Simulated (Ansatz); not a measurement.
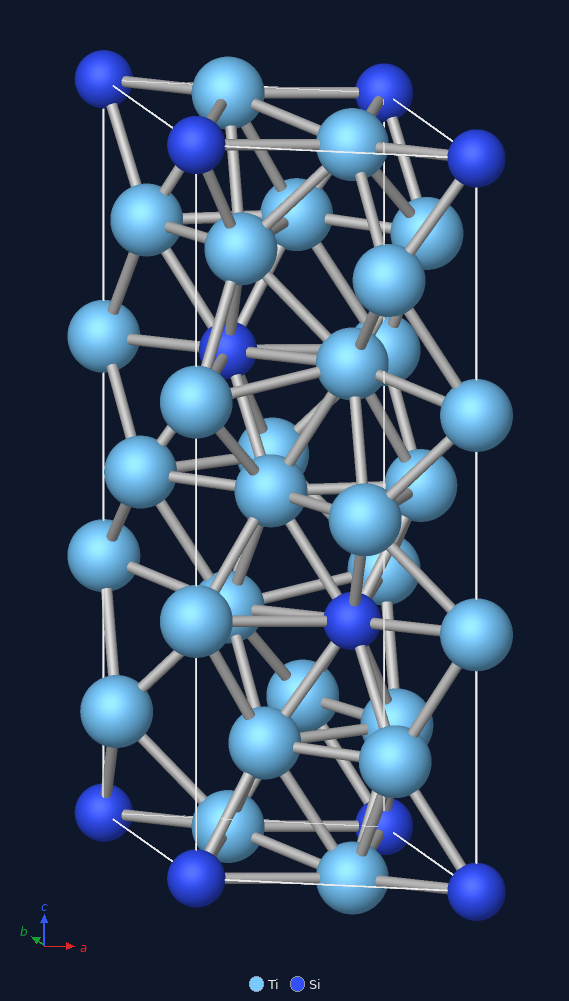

Ball-and-stick drawing of the structure, looking slightly off an axis. The edges of the conventional unit cell are marked.

Ti5Si, space group R32 (No. 155), a = 4.98 Å, b = 4.98 Å, c = 13.20 Å, α = 90.00°, β = 90.00°, γ = 120.00°.

Results below were computed with DFT PBEsol, scalar-relativistic, plane waves, PAW in Ansatz; the settings were E_cut = 420 eV, k-points about 0.13 Å⁻¹ apart, Fermi-Dirac smearing of 0.15 eV, no spin polarisation.

Does it come out as a metal, or with a gap?

Answer. A metal: bands cross the Fermi level.

Would the cell expand or shrink if it could?

Answer. The computed pressure is 0.0 GPa, close to zero.

The cell started as a structure listed in the Materials Project. Earlier steps of the study, as a rule a relaxation of our own, may have changed the cell and positions, so they can lie some per cent off the listed ones. It went into a calculation with Ansatz.
